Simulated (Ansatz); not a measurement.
**FePt: phonon calculation (part 1 of 2)**

System: FePt (P4/mmm, 2 atoms in the cell).
Method: DFT, LDA, PAW with Ansatz's default frozen-core files, scalar-relativistic; harmonic phonons by finite displacements, spin-polarised (Ansatz 0.2.0).

The structure derives from an entry of the Crystallography Open Database. It belongs to a series of runs on one base structure; here: PAW files in place of LAPW. Figures and captions count atoms from 1; the log counts them from 0 in places.

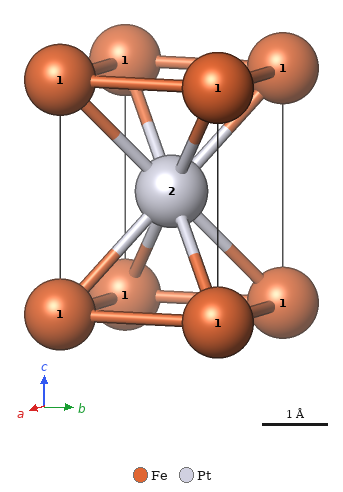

**Figure 1.** The structure (ball-and-stick view of the cell of the calculation, seen slightly off an axis; atoms are numbered from 1 in the order of the input).

The input:
```yaml
crystal:
  lattice:
    - [2.65764858501, 0.0, 0.0]
    - [0.0, 2.65764858501, 0.0]
    - [0.0, 0.0, 3.68459531813]
  atoms:
    - { symbol: Fe, position: [0.0, 0.0, 0.0], spin: 2.7 }
    - { symbol: Pt, position: [0.5, 0.5, 0.5], spin: 0.4 }
magnetization:
  spin_polarized: true
kpoints:
  mp_grid: { grid: [14, 14, 10] }
scf:
  occupations: { method: fermi_dirac, width: 0.08 }
hamiltonian:
  xc: lda
  pseudopotentials: { kind: paw }
phonons:
  qmesh: [2, 2, 2]
  qpath:
    path:
      - [0.0, 0.0, 0.0]
      - [0.0, 0.5, 0.0]
      - [0.5, 0.5, 0.0]
      - [0.0, 0.0, 0.0]
      - [0.0, 0.0, 0.5]
      - [0.0, 0.5, 0.5]
      - [0.5, 0.5, 0.5]
      - [0.0, 0.0, 0.5]
      - [0.0, 0.5, 0.0]
    npoints: 6
  temperatures: { t_min: 0, t_max: 1000, t_step: 100 }
```

Run as:
```bash
ansatz run input.yaml --threads 2 --pin off --max-ram 6144MiB --backend cpu --events-out ev --progress --plain --runs-dir out
```

Log:
```
Engine: ansatz 0.2.0, x86_64-unknown-linux-gnu
Pseudopotentials: kind: paw
Pseudopotential: Fe, paw, valence charge 16, recommended cutoff 420 eV (normal), Fe.paw.azcp
Pseudopotential: Pt, paw, valence charge 18, recommended cutoff 420 eV (normal), Pt.paw.azcp
Functional definition: SPW92
  exchange = slater_x
  correlation = pw_c
Crystal: 8 atoms, lattice volume = 104.099 Å³
Basis set: ecut = 420 eV, 2033 PW (Γ)
Bands: 86, of which v1, the nominal top of the filled ones, is band 68 counted from 1 (67 counted from 0)
Symmetry: 32 space group operations
k-points: 96 of 490
Non-local potential: Fe, projectors of the file, l = 0: 3, l = 1: 2, l = 2: 3, l = 3: 1
Non-local potential: Pt, projectors of the file, l = 0: 3, l = 1: 2, l = 2: 2, l = 3: 1
PAW form: soft (Blöchl's): semilocal exchange-correlation on the pseudo side does not see the compensation charge
PAW frozen core: Fe, regenerated for the run's functional, and the local potential with it (the file was generated under x = pbe(κ = 0.804, μ = 0.2195149727645171), c = pbe(β = 0.06672455060314922))
PAW frozen core: Pt, regenerated for the run's functional, and the local potential with it (the file was generated under x = pbe(κ = 0.804, μ = 0.2195149727645171), c = pbe(β = 0.06672455060314922))
PAW one-centre angular grid: Fe, 590 points (default); XC on 64 Gauss nodes
PAW one-centre angular grid: Pt, 590 points (default); XC on 64 Gauss nodes
Initial density: handed on by an earlier stage of this run
Starting moments: Σ|m| = 12.4 μB on 8 of 8 sites; this step starts from the density that it was given
Initial wavefunctions: those handed on with the density
Functional: x = slater, c = lda
SCF iter   1: F=—  HF=-66661.037401 eV  |F-HF|=—  |Δ(HF+E_count)|=         —  Δρ=1.98e-8 (↑1.50e-8 ↓1.98e-8)  dr2=2.67e-13  dr2_m=1.67e-13  M=12.224 μB ∫|m|=12.599 μB  β_m=0.30  ethr=1.00e-12  ⟨swp⟩=3.0  Hψ=42833  notcnv=0
preconditioner: auto → Kerker (q_TF=auto, 2.853 Å⁻¹)  [metal: Δε(μ)=0.008 eV  Ē_g=7.871 eV  σ=0.080 eV  W_gap=0.03  n_scr=44 (ndim 8)  ℏωp=30.9 eV  f_vac=0.000  D(μ)=5.76/eV (n_scr^D=60)]
spin=Collinear: Kerker preconditioning applied to the charge; magnetization (m = ρ↑ − ρ↓) channel mixes plain (no charge-response kernel on spin).
SCF iter   2: F=-66661.037401 eV  HF=-66661.037401 eV  |F-HF|=0.00e0  |Δ(HF+E_count)|=  1.46e-11  Δρ=1.77e-8 (↑8.79e-9 ↓1.77e-8)  dr2=1.33e-13  dr2_m=1.25e-13  M=12.224 μB ∫|m|=12.599 μB  ethr=1.00e-12  ⟨swp⟩=2.0  Hψ=26821  notcnv=0
SCF 1 converged in 2 iterations: F = -66661.037401 eV  dr2 = 1.33e-13
  greatest PAW one-centre occupation: 1.004 electrons in one spin orbital (limit 2), on the Fe atom at site 6 (counted from 0), in its partial waves of l = 1
Crystal: 2 atoms, lattice volume = 26.025 Å³
Basis set: ecut = 420 eV, 505 PW (Γ), exchange–correlation on 36×36×50 points (8 copies of the dense FFT grid, shifted against one another)
Bands: 23, of which v1, the nominal top of the filled ones, is band 17 counted from 1 (16 counted from 0)
Symmetry: 16 space group operations
k-points: 216 of 1960
Initial density: read from a saved state, or passed on in memory by an earlier SCF of this step, an earlier step, the calling program or the single point that the run made first
Starting moments: Σ|m| = 3.1 μB on 2 of 2 sites; this step starts from the density that it was given
Initial wavefunctions: pseudopotential atomic-orbital guess
iter 1 solved again at ethr=2.52e-8 eV; its pass at ethr=3.10e-3 eV (dr2=8.58e-6 eV) is discarded
SCF iter   1: F=—  HF=-16665.259351 eV  |F-HF|=—  |Δ(HF+E_count)|=         —  Δρ=9.46e-7 (↑9.46e-7 ↓8.21e-7)  dr2=7.11e-10  dr2_m=4.22e-12  M=3.056 μB ∫|m|=3.150 μB  β_m=0.30  ethr=2.52e-8  ⟨swp⟩=3.0  Hψ=66700  notcnv=0
eigensolver tolerance schedule: the retry pair's looser diagonalisation over-reported the residual by 12066.57 of it (diagonalisation noise at 0.11 of the residual, at the tolerance the schedule requests for it); recorded, not acted on — ethr = c·dr2/N_el stays at c = 1.0e-1
preconditioner: auto → none  [metal: Δε(μ)=0.008 eV  Ē_g=10.085 eV  σ=0.080 eV  W_gap=0.03  n_scr=6 (ndim 8)  ℏωp=30.9 eV  f_vac=0.000  D(μ)=1.44/eV (n_scr^D=14)]
SCF iter   2: F=-16665.259351 eV  HF=-16665.259351 eV  |F-HF|=4.67e-9  |Δ(HF+E_count)|=  9.39e-10  Δρ=2.56e-6 (↑1.56e-6 ↓2.56e-6)  dr2=4.74e-9  dr2_m=7.20e-11  M=3.056 μB ∫|m|=3.150 μB  ethr=2.09e-12  ⟨swp⟩=4.9  Hψ=32935  notcnv=0
SCF 2 converged in 2 iterations: F = -16665.259351 eV  dr2 = 4.74e-9
[... from here on the iterations of each SCF are left out, up to the last one ...]
phonons: the bands overlap, so this run is a metal and interpolates without the dipole-dipole term. If the crystal is really an insulator or semiconductor, its LO-TO splitting is missing
Symmetry: 4 space group operations
k-points: 96 of 490 (time reversal used)
spin=Collinear: Kerker preconditioning applied to the charge; magnetization (m = ρ↑ − ρ↓) channel mixes plain (no charge-response kernel on spin).
SCF 3 converged in 12 iterations: F = -66661.037383 eV  dr2 = 1.57e-12
Symmetry: 2 space group operations
k-points: 144 of 490 (time reversal used)
spin=Collinear: Kerker preconditioning applied to the charge; magnetization (m = ρ↑ − ρ↓) channel mixes plain (no charge-response kernel on spin).
SCF 4 converged in 14 iterations: F = -66661.037371 eV  dr2 = 8.13e-13
spin=Collinear: Kerker preconditioning applied to the charge; magnetization (m = ρ↑ − ρ↓) channel mixes plain (no charge-response kernel on spin).
SCF 5 converged in 8 iterations: F = -66661.037385 eV  dr2 = 4.12e-12
spin=Collinear: Kerker preconditioning applied to the charge; magnetization (m = ρ↑ − ρ↓) channel mixes plain (no charge-response kernel on spin).
SCF 6 converged in 16 iterations: F = -66661.037359 eV  dr2 = 1.19e-12
Basis set: ecut = 420 eV, 2041 PW (Γ), FFT grids on a1, a1+a2, a3
Symmetry: 64 space group operations
k-points: 60 of 490
preconditioner: auto → Kerker (q_TF=auto, 2.853 Å⁻¹)  [metal: Δε(μ)=0.008 eV  Ē_g=7.832 eV  σ=0.080 eV  W_gap=0.03  n_scr=38 (ndim 8)  ℏωp=30.9 eV  f_vac=0.000  D(μ)=5.76/eV (n_scr^D=54)]
spin=Collinear: Kerker preconditioning applied to the charge; magnetization (m = ρ↑ − ρ↓) channel mixes plain (no charge-response kernel on spin).
SCF 7 converged in 2 iterations: F = -66661.037401 eV  dr2 = 7.94e-14
spin=Collinear: Kerker preconditioning applied to the charge; magnetization (m = ρ↑ − ρ↓) channel mixes plain (no charge-response kernel on spin).
SCF 8 converged in 15 iterations: F = -66661.037375 eV  dr2 = 7.56e-13
iter 1 solved again at ethr=3.25e-8 eV; its pass at ethr=3.10e-3 eV (dr2=4.42e-5 eV) is discarded
```
